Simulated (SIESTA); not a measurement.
**Energy of ZrC along an even scaling of the cell**

System: ZrC (2 atoms in the cell).
Method: Kohn-Sham DFT of a periodic cell, PBE, PseudoDojo 0.4 standard, converted to PSML, no spin polarisation (SIESTA 5.4.2).

The 7 runs differ only in the geometry, by an even scaling of the cell at fixed fractional positions. The structure derives from an entry of the Crystallography Open Database.

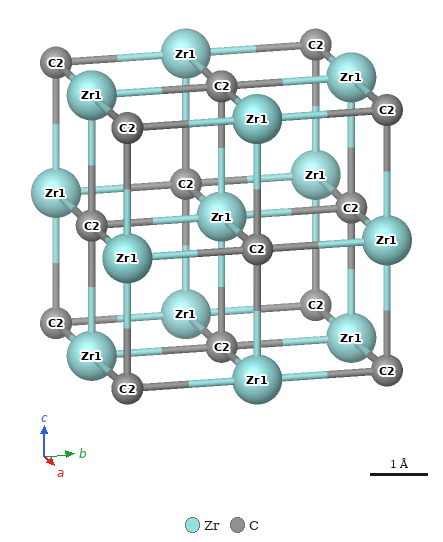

Figure 1. The structure of run 4 (ball-and-stick view of the cell 4 times as large as that of the calculation, set on its symmetry axes, seen slightly off an axis; atoms are numbered from 1 in the order of the input).

### Input of run 4
```
SystemName                      ZrC
SystemLabel                     ZrC
NumberOfSpecies                 2
NumberOfAtoms                   2
%block ChemicalSpeciesLabel
  1  40 Zr
  2   6 C
%endblock ChemicalSpeciesLabel

LatticeConstant                 1.0 Ang
%block LatticeVectors
     0.0000000000     2.3650000000     2.3650000000
     2.3650000000     0.0000000000     2.3650000000
     2.3650000000     2.3650000000     0.0000000000
%endblock LatticeVectors
AtomicCoordinatesFormat         Ang
%block AtomicCoordinatesAndAtomicSpecies
     2.3650000000     2.3650000000     2.3650000000  1
     0.0000000000     0.0000000000     0.0000000000  2
%endblock AtomicCoordinatesAndAtomicSpecies

%block kgrid.MonkhorstPack
   10   0   0  0.0
    0  10   0  0.0
    0   0  10  0.0
%endblock kgrid.MonkhorstPack
XC.Functional                   GGA
XC.Authors                      PBE
PAO.BasisSize                   DZP
PAO.EnergyShift                 0.002 Ry
Mesh.Cutoff                     800 Ry
OccupationFunction              FD
ElectronicTemperature           0.05 eV
MaxSCFIterations                120
SCF.MustConverge                false
SCF.Mixer.Method                Pulay
SCF.Mixer.Weight                0.25
SCF.Mixer.History               8
SCF.DM.Tolerance                5.0e-05
SCF.H.Tolerance                 1.0e-03 eV
WriteForces                     true
Charge.Mulliken                 end
Charge.Hirshfeld                end
Charge.Voronoi                  end
SaveRho                         true
SaveElectrostaticPotential      true
```

Command:
```bash
siesta ZrC.fdf > ZrC.out 2>&1
```

Run 2 has the same physical settings and fractional positions; its lattice vectors (Å) are:
```
   0.000000    2.333037    2.333037
   2.333037    0.000000    2.333037
   2.333037    2.333037    0.000000
```

### Results, with one run withheld

| run | volume per atom (Å³) | free energy per atom, from the lowest run given (meV) | pressure (GPa) |
| --- | --- | --- | --- |
| 1 | 12.434 | 30.36 | 14.12 |
| 2 | 12.699 | ? | ? |
| 3 | 12.963 | 1.83 | 3.47 |
| 4 | 13.228 | 0.00 | −1.14 |
| 5 | 13.493 | 5.24 | −5.14 |
| 6 | 13.757 | 16.92 | −8.91 |
| 7 | 14.022 | 34.43 | −12.23 |

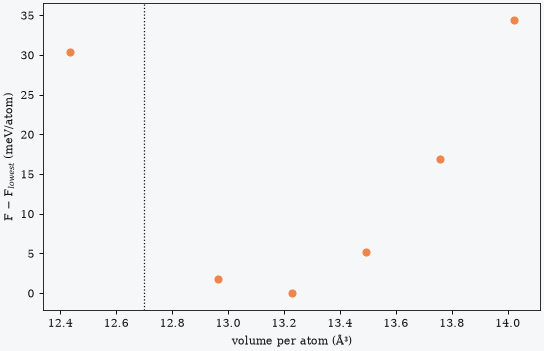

Figure 2. Free energy per atom of the runs given; the dotted line marks run 2.

What should run 2 give?

A cubic polynomial in V^(−2/3) (the Birch–Murnaghan form), fitted to the 6 runs given, misses them by at most 0.03 meV per atom. With x = V^(−2/3) − 0.17815 Å⁻², it reads F = 0.7135 − 1573.1 x + 6.3222e+05 x² + 5.4453e+05 x³ (meV per atom). At run 2 it gives 11.65 meV per atom, and the run itself gives 11.72. The slope of the fit gives a pressure −dF/dV of 8.53 GPa there, and the run prints 8.59 GPa. The two needn't agree exactly: the fit is approximate, and the printed stress is taken on a finite basis. The fit has its minimum at 13.161 Å³ per atom, where V d²F/dV² gives 221 GPa: the bulk modulus at this level, since symmetry fixes the shape and the positions.

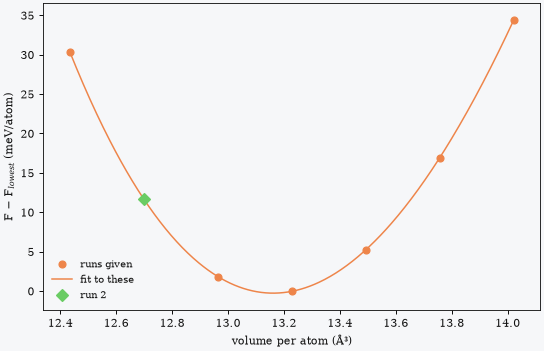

Figure 3. The fit and the withheld run.

### Some lines of the output (run 2)
```
[...]
outcell: Cell volume (Ang**3)        :     25.3977
stepf: Fermi-Dirac step function
siesta: Etot    =     -1537.726989
siesta: FreeEng =     -1537.727901
        iscf     Eharris(eV)        E_KS(eV)     FreeEng(eV)     dDmax    Ef(eV) dHmax(eV)
siesta: E_KS(eV) =            -1542.6595
siesta: E_KS - E_eggbox =     -1542.6595
siesta: Etot    =     -1542.659532
siesta: FreeEng =     -1542.661967
siesta:         Fermi =      -8.080536
siesta: Cell volume =         25.397716 Ang**3
    Orbital volume contribution        =           2.734263 eV
```

Notes: Points of doubt noted for this run: mulliken charges of long orbitals. With a small basis of atomic orbitals these values can differ much from converged plane-wave results.
